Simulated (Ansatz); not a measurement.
## CaF2: geometry relaxation

The run: geometry relaxation of CaF2 (Fm-3m, 3 atoms in the cell). Method and program: DFT PBEsol, scalar-relativistic, plane waves, PAW, no spin polarisation (Ansatz 0.2.0).

The structure derives from an entry of the Crystallography Open Database. It belongs to a series of runs on one base structure; here: cell and atoms relaxed tightly for response.

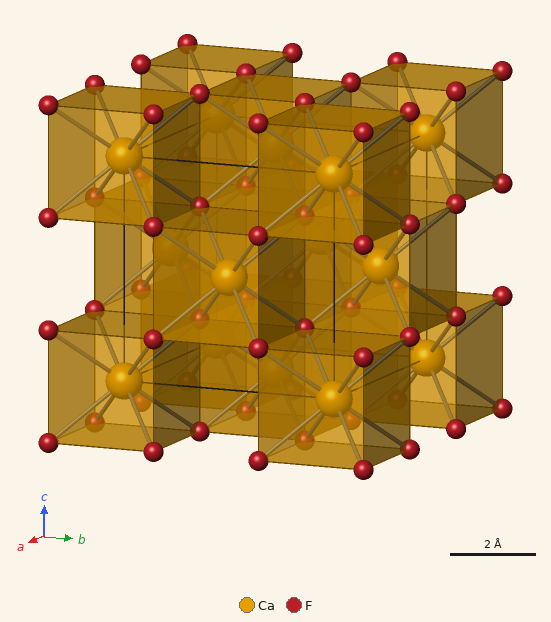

**Figure 1.** The starting structure (polyhedral view of the cell 4 times as large as that of the calculation, set on its symmetry axes, seen slightly off an axis; polyhedra are completed across the faces of the cell).

**Summary**

```tsv
quantity	value
outcome	converged
space group (tolerance 0.01 Å)	Fm-3m (225)
electrons treated	24
free energy	−3400.8872 eV
Fermi energy	3.433 eV
gap on the k-point mesh	7.25 eV
pressure	0.00 GPa
final volume	39.82 Å³
largest force (length of the vector) at the end	under 0.001 eV/Å
final cell	a = 3.833 Å, b = 3.833 Å, c = 3.833 Å, α = 60.00°, β = 60.00°, γ = 60.00°
hardware	1 thread of Intel Xeon @ 2.50GHz (Skylake/Cascade Lake), 189 GiB of memory available, shared host
wall time	12 s (CPU time 7.5 s; the host was busy)
peak memory	0.32 GiB
```

**Input file**
```yaml
crystal:
  lattice:
    - [0.0, 2.7103819535, 2.7103819535]
    - [2.7103819535, 0.0, 2.7103819535]
    - [2.7103819535, 2.7103819535, 0.0]
  atoms:
    - { symbol: Ca, position: [0.0, 0.0, 0.0] }
    - { symbol: F, position: [0.25, 0.25, 0.25] }
    - { symbol: F, position: [0.75, 0.75, 0.75] }
basis:
  ecutwfc: 420
kpoints:
  mp_grid: { grid: [8, 8, 8] }
hamiltonian:
  xc: pbesol
scf:
  occupations: { method: fixed }
output:
  forces: true
  stress: true
  eigenvalues: true
relax:
  adjacent_minimum: "off"
  f_tol: 0.001
  max_steps: 60
  cell: { stress_tol: 0.01 }
```

Launch command:
```bash
ansatz run input.yaml --threads 1 --pin off --max-ram 3072MiB --backend cpu --events-out ev --progress --plain --runs-dir out
```

**Log**
```
Engine: ansatz 0.2.0, x86_64-unknown-linux-gnu
Pseudopotentials: kind: paw
Pseudopotential: Ca, paw, valence charge 10, recommended cutoff 420 eV (normal), Ca.paw.azcp
Pseudopotential: F, paw, valence charge 7, recommended cutoff 420 eV (normal), F.paw.azcp
Functional definition: PBEsol
  exchange = pbesol_x
  correlation = pbesol_c
Crystal: 3 atoms, lattice volume = 39.822 Å³
Basis set: ecut = 420 eV, 749 PW (Γ), exchange–correlation on 54×54×54 points (8 copies of the dense FFT grid, shifted against one another)
Bands: 16, of which v1, the nominal top of the filled ones, is band 12 counted from 1 (11 counted from 0)
Symmetry: 48 space group operations
Space group: Fm-3m (ITA 225), of the structure as read, at distance tolerance 3.4e-5 Å
k-points: 29 of 512
Non-local potential: Ca, projectors of the file, l = 0: 3, l = 1: 2, l = 2: 2
Non-local potential: F, projectors of the file, l = 0: 2, l = 1: 2, l = 2: 1
PAW form: soft (Blöchl's): semilocal exchange-correlation on the pseudo side does not see the compensation charge
PAW frozen core: Ca, regenerated for the run's functional, and the local potential with it (the file was generated under x = pbe(κ = 0.804, μ = 0.2195149727645171), c = pbe(β = 0.06672455060314922))
PAW frozen core: F, regenerated for the run's functional, and the local potential with it (the file was generated under x = pbe(κ = 0.804, μ = 0.2195149727645171), c = pbe(β = 0.06672455060314922))
PAW one-centre angular grid: Ca, 110 points (default); XC on 64 Gauss nodes
PAW one-centre angular grid: F, 110 points (default); XC on 64 Gauss nodes
Initial density: superposition of atomic densities (neutral atoms: chi_scale 0, normalization atom), corrected by the library's trained network
Initial wavefunctions: pseudopotential atomic-orbital guess
Functional: x = pbesol(κ = 0.804, μ = 0.12345679012345678), c = pbesol(β = 0.046)
SCF iter   1: F=—  HF=-3400.902381 eV  |F-HF|=—  |Δ(HF+E_count)|=         —  Δρ=1.37e-2  dr2=4.67e-2  ethr=1.77e-3  ⟨swp⟩=4.4  Hψ=2335  notcnv=0  defer=27
preconditioner: auto → none  [insulator: Δε(μ)=7.083 eV  Ē_g=18.332 eV  n_scr=14 (ndim 8)  ℏωp=27.6 eV  f_vac=0.112  ε∞_Penn≈3.3]
SCF iter   2: F=—  HF=-3400.889778 eV  |F-HF|=—  |Δ(HF+E_count)|=   1.26e-2  Δρ=5.93e-3  dr2=7.63e-3  ethr=1.94e-4  ⟨swp⟩=2.0  Hψ=1060  notcnv=0  defer=54
SCF iter   3: F=—  HF=-3400.887447 eV  |F-HF|=—  |Δ(HF+E_count)|=   2.33e-3  Δρ=7.82e-4  dr2=1.67e-4  ethr=3.18e-5  ⟨swp⟩=2.0  Hψ=734  notcnv=0  defer=54
SCF iter   4: F=—  HF=-3400.887471 eV  |F-HF|=—  |Δ(HF+E_count)|=   2.49e-5  Δρ=2.62e-4  dr2=7.80e-6  ethr=6.97e-7  ⟨swp⟩=2.8  Hψ=863  notcnv=0  defer=54
SCF iter   5: F=—  HF=-3400.887351 eV  |F-HF|=—  |Δ(HF+E_count)|=   1.21e-4  Δρ=4.27e-5  dr2=5.38e-7  ethr=3.25e-8  ⟨swp⟩=2.9  Hψ=808  notcnv=0  defer=3
SCF iter   6: F=-3400.887351 eV  HF=-3400.887351 eV  |F-HF|=4.14e-9  |Δ(HF+E_count)|=   3.10e-8  Δρ=5.70e-6  dr2=7.55e-9  ethr=4.17e-10  ⟨swp⟩=6.1  Hψ=2437  notcnv=0
SCF 1 converged in 6 iterations: F = -3400.887351 eV  dr2 = 7.55e-9
  greatest PAW one-centre occupation: 0.996 electrons in one spin orbital (limit 2), on the Ca atom at site 0 (counted from 0), in its partial waves of l = 0
relax step   1: F+E_penalty+E_count = -3400.88735097 eV  Δ(F+E_penalty+E_count) = +0.000e0 eV  max|allowed force component| = 4.048e-18 eV/Å  Δτ_max = 0.0000 Å  P = -0.011 GPa  Ω = 39.822 Å³  (6 SCF iters, dr2 threshold 1.00e-7 eV, accepted)
Crystal: 3 atoms, lattice volume = 39.818 Å³
Initial density: handed on by an earlier stage of this run
Initial wavefunctions: those handed on with the density
iter 1 solved again at ethr=3.17e-10 eV; its pass at ethr=3.10e-3 eV (dr2=7.61e-8 eV) is discarded
SCF iter   1: F=—  HF=-3400.887496 eV  |F-HF|=—  |Δ(HF+E_count)|=         —  Δρ=1.27e-5  dr2=8.42e-8  ethr=3.17e-10  ⟨swp⟩=2.9  Hψ=2424  notcnv=0
preconditioner: auto → none  [insulator: Δε(μ)=7.247 eV  Ē_g=18.442 eV  n_scr=14 (ndim 8)  ℏωp=27.6 eV  f_vac=0.109  ε∞_Penn≈3.2]
SCF iter   2: F=—  HF=-3400.887368 eV  |F-HF|=—  |Δ(HF+E_count)|=   1.28e-4  Δρ=1.11e-5  dr2=2.29e-8  ethr=3.17e-10  ⟨swp⟩=2.0  Hψ=812  notcnv=0
SCF iter   3: F=—  HF=-3400.887368 eV  |F-HF|=—  |Δ(HF+E_count)|=   3.12e-9  Δρ=3.44e-6  dr2=2.72e-9  ethr=9.53e-11  ⟨swp⟩=2.0  Hψ=638  notcnv=0
SCF iter   4: F=-3400.887368 eV  HF=-3400.887368 eV  |F-HF|=3.55e-11  |Δ(HF+E_count)|=   1.52e-9  Δρ=1.07e-6  dr2=2.41e-10  ethr=1.36e-12  ⟨swp⟩=3.0  Hψ=2250  notcnv=0
SCF 2 converged in 4 iterations: F = -3400.887368 eV  dr2 = 2.41e-10
relax step   2: F+E_penalty+E_count = -3400.88736767 eV  Δ(F+E_penalty+E_count) = -1.670e-5 eV  max|allowed force component| = 2.082e-17 eV/Å  Δτ_max = 0.0000 Å  P = -0.002 GPa  Ω = 39.818 Å³  energy of the carried Pulay correction = +1.652e-5 eV  (4 SCF iters, dr2 threshold 3.26e-10 eV, accepted)
Initial wavefunctions: pseudopotential atomic-orbital guess (no wavefunctions were taken with the density)
iter 1 solved again at ethr=1.00e-6 eV; its pass at ethr=3.10e-3 eV (dr2=2.41e-4 eV) is discarded
SCF iter   1: F=—  HF=-3400.887359 eV  |F-HF|=—  |Δ(HF+E_count)|=         —  Δρ=1.02e-5  dr2=7.06e-9  ethr=1.00e-6  ⟨swp⟩=2.2  Hψ=3412  notcnv=0  defer=52
eigensolver tolerance schedule: the retry pair's looser diagonalisation over-reported the residual by 34079.31 of it (diagonalisation noise at an unbounded share of the residual, at the tolerance the schedule requests for it); recorded, not acted on — ethr = c·dr2/N_el stays at c = 1.0e-1
preconditioner: auto → none  [insulator: Δε(μ)=7.248 eV  Ē_g=18.442 eV  n_scr=14 (ndim 8)  ℏωp=27.6 eV  f_vac=0.109  ε∞_Penn≈3.2]
SCF iter   2: F=—  HF=-3400.887230 eV  |F-HF|=—  |Δ(HF+E_count)|=   1.29e-4  Δρ=5.40e-6  dr2=3.64e-9  ethr=2.94e-11  ⟨swp⟩=3.1  Hψ=1101  notcnv=0  defer=20
SCF iter   3: F=—  HF=-3400.887230 eV  |F-HF|=—  |Δ(HF+E_count)|=   1.24e-9  Δρ=3.09e-6  dr2=5.93e-10  ethr=1.52e-11  ⟨swp⟩=2.2  Hψ=672  notcnv=0  defer=20
SCF iter   4: F=—  HF=-3400.887230 eV  |F-HF|=—  |Δ(HF+E_count)|=   1.14e-9  Δρ=1.05e-6  dr2=2.52e-10  ethr=2.47e-12  ⟨swp⟩=2.0  Hψ=812  notcnv=0  defer=20
SCF iter   5: F=—  HF=-3400.887230 eV  |F-HF|=—  |Δ(HF+E_count)|=  6.55e-11  Δρ=1.17e-7  dr2=2.02e-12  ethr=1.05e-12  ⟨swp⟩=2.0  Hψ=653  notcnv=0  defer=20
SCF iter   6: F=-3400.887230 eV  HF=-3400.887230 eV  |F-HF|=0.00e0  |Δ(HF+E_count)|=  9.09e-13  Δρ=3.55e-8  dr2=1.29e-13  ethr=1.00e-12  ⟨swp⟩=6.6  Hψ=2523  notcnv=0
SCF 3 converged in 6 iterations: F = -3400.887230 eV  dr2 = 1.29e-13
relax step   3: F+E_penalty+E_count = -3400.88723014 eV  Δ(F+E_penalty+E_count) = +1.375e-4 eV  max|allowed force component| = 1.850e-17 eV/Å  Δτ_max = 0.0000 Å  P = -0.004 GPa  Ω = 39.818 Å³  stress off target by 3.57e-3 GPa  SCF on the basis re-selected at this cell (its energy is not comparable with the rows above)  (6 SCF iters)
```

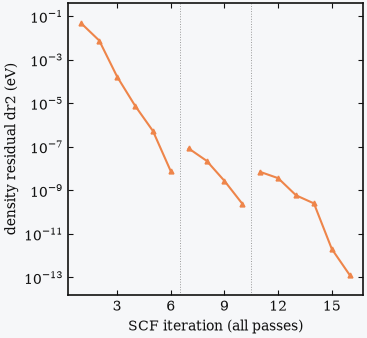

**Figure 2.** Convergence of the self-consistent field: density residual dr2 against the SCF iteration. The dotted lines part the SCF passes of the relaxation: geometry steps, rejected trials and re-solves on a re-selected basis. The passes take 6, 4 and 6 iterations.

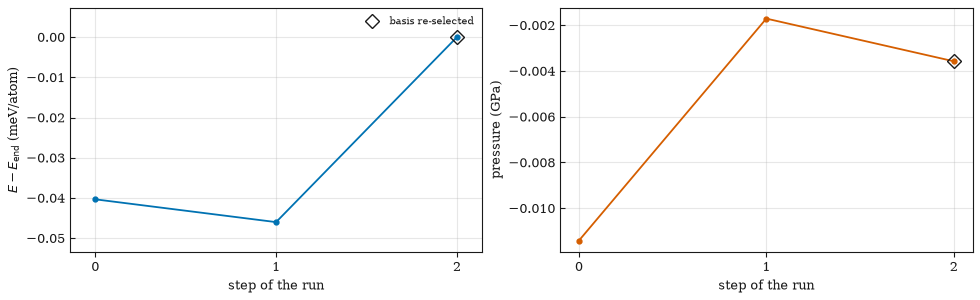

**Figure 3.** Progress of the relaxation, step by step (the first geometry is step 0 here and step 1 in the log). The atoms keep their places (all moves are under 0.005 Å). The lattice vectors keep their values. The space group stays Fm-3m (No. 225). The energy falls by next to nothing (0.0 meV per atom) in 1 geometry step. All forces vanish by symmetry, so only the cell relaxes. The pressure goes from −0.01 to 0.00 GPa. A last SCF at the same geometry on a re-selected plane-wave basis shifts the energy by +0.0 meV per atom.

```
basis re-selected at this cell: Δ(F+E_penalty+E_count) = +1.375e-4 eV, ΔP = -0.002 GPa vs the last step (what re-selecting the basis moved, of the pressure what is left beyond the Pulay correction that the steps carried, after the strain that the cell walked since its last selection, with what the two solves' SCF thresholds leave and, on support functions, any second-order correction that the steps lacked; it is no measure of the basis error at this ecutwfc). This SCF's stress stands 3.57e-3 GPa from its target on what of the cell is left free (relax.cell.stress_tol is 1.00e-2 GPa) and its largest allowed force component is 1.85e-17 eV/Å (relax.f_tol is 1.00e-3 eV/Å): within both
SCF converged after 6 iterations
Free energy (F): -3400.887230 eV
Harris-Foulkes:  -3400.887230 eV  (|F-HF|=0.00e0)
Internal energy: -3400.887230 eV  (E = F + TS)
E sigma→0 (E₀):  -3400.887230 eV
Fermi energy:    3.433181 eV
--- Per-component energies (eV) ---
  E_band       = -182.166693
  E_kinetic    = 692.662654
  E_local      = -1766.815808  (includes V_loc(G=0)·N_el)
  E_nonlocal   = 211.942496
  E_hartree    = 626.058716
  E_xc         = -294.798722
  E_vxc        = -375.422645  (∫ρ·V_xc dr)
  E_paw        = -1224.271529  (= ΣΔE_a)
  E_vpaw       = -196.654872  (= ΣTr[D̂ρ^β])
  E_aug_tail   = 0.004048  (compensation charges beyond the density's cutoff)
  E_ewald      = -1645.872764
  E_core_change = 0.203680  (= ΣΔE_core)
  E_smearing   = -0.000000  (= −TS)
  E_closure    = -0.000000  (closes the sum)
  Σ components = -3400.887230   (vs F -3400.887230, Δ=0.00e0)
--- Forces (eV/Å), atoms counted from 1 ---
  atom   1  Ca    -0.00000000     0.00000000     0.00000000
  atom   2  F     -0.00000000    -0.00000000     0.00000000
  atom   3  F      0.00000000     0.00000000    -0.00000000
  max |Σ_I F_I| component: 1.50e-17 eV/Å
--- Stress (GPa, compression-positive) ---
       -0.003574      -0.000000      -0.000000
       -0.000000      -0.003574       0.000000
       -0.000000       0.000000      -0.003574
  P = ⅓ Tr σ = -0.0036 GPa (-0.036 kbar)
--- Band table (eV; the first three rows and the last of 29) ---
  k-point 0: bands = ["-32.2742", "-16.4393", "-15.6173", "-13.3005", "-13.3005", "-13.3005", "1.2230", "1.2230", "1.2230", "3.1723", "3.1723", "3.1723", "10.6806", "12.6491", "12.6491", "14.8423"]
  k-point 1: bands = ["-32.2685", "-16.4826", "-15.6602", "-13.3076", "-13.3076", "-13.2276", "1.2959", "1.2959", "1.3582", "2.9821", "3.0973", "3.0973", "11.0883", "12.6852", "12.6852", "14.6837"]
  k-point 2: bands = ["-32.2546", "-16.5563", "-15.7983", "-13.3246", "-13.3246", "-13.0434", "1.4896", "1.4896", "1.6813", "2.5854", "2.9074", "2.9074", "12.0046", "12.7704", "12.7704", "14.4271"]
  k-point 28: bands = ["-32.2218", "-16.4292", "-16.4292", "-13.4231", "-12.9424", "-12.9424", "1.0848", "1.2206", "2.3545", "2.3545", "3.1399", "3.3389", "11.8624", "13.2737", "13.4717", "13.4717"]
--- Relaxed structure (2 steps of the walk, 2 accepted, 1 SCFs on fresh bases) ---
  F+E_penalty+E_count = -3400.88723014 eV   max|allowed force component| = 1.850e-17 eV/Å   (the final SCF, on the basis selected at the relaxed cell)
  cell:  # Å, volume = 39.8177 Å³
    - [0.0, 2.710287926992347, 2.710287926992347]
    - [2.710287926992347, -2.5476860164477947e-35, 2.710287926992347]
    - [2.710287926992347, 2.710287926992347, -6.369215041119487e-35]
  atoms:
    - { symbol: Ca, position: [1.0393394565168984e-35, -9.776575896612962e-36, -5.7672545509988134e-36] }
    - { symbol: F, position: [0.25, 0.25, 0.25] }
    - { symbol: F, position: [0.75, 0.75, 0.75] }
```

**Trajectory as extended XYZ (Å, eV, eV/Å), 3 frames, from step=1 to step=3**
```
3
Lattice="0.0000 2.7104 2.7104 2.7104 0.0000 2.7104 2.7104 2.7104 0.0000" Properties=species:S:1:pos:R:3:forces:R:3 step=1 energy=-3400.88735 pressure_GPa=-0.01
Ca    0.0000    0.0000    0.0000    0.0000   0.0000   0.0000
F     1.3552    1.3552    1.3552    0.0000   0.0000   0.0000
F     4.0656    4.0656    4.0656    0.0000   0.0000   0.0000
3
Lattice="0.0000 2.7103 2.7103 2.7103 0.0000 2.7103 2.7103 2.7103 0.0000" Properties=species:S:1:pos:R:3:forces:R:3 step=2 energy=-3400.88737 pressure_GPa=-0.00
Ca    0.0000    0.0000    0.0000    0.0000   0.0000   0.0000
F     1.3551    1.3551    1.3551    0.0000   0.0000   0.0000
F     4.0654    4.0654    4.0654    0.0000   0.0000   0.0000
3
Lattice="0.0000 2.7103 2.7103 2.7103 0.0000 2.7103 2.7103 2.7103 0.0000" Properties=species:S:1:pos:R:3:forces:R:3 step=3 energy=-3400.88723 pressure_GPa=-0.00
Ca    0.0000    0.0000    0.0000    0.0000   0.0000   0.0000
F     1.3551    1.3551    1.3551    0.0000   0.0000   0.0000
F     4.0654    4.0654    4.0654    0.0000   0.0000   0.0000
```

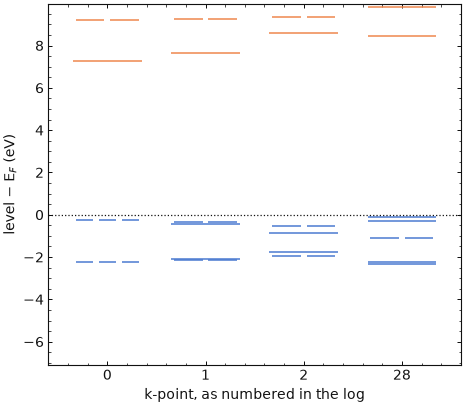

**Figure 4.** Kohn–Sham levels near the Fermi level (dotted) at the few k-points that the log prints; levels within 0.02 eV of each other stand side by side. Among these points the highest filled and lowest empty levels are 7.34 eV apart; the gap on the full mesh, 7.25 eV, has an edge at a point that isn't printed.
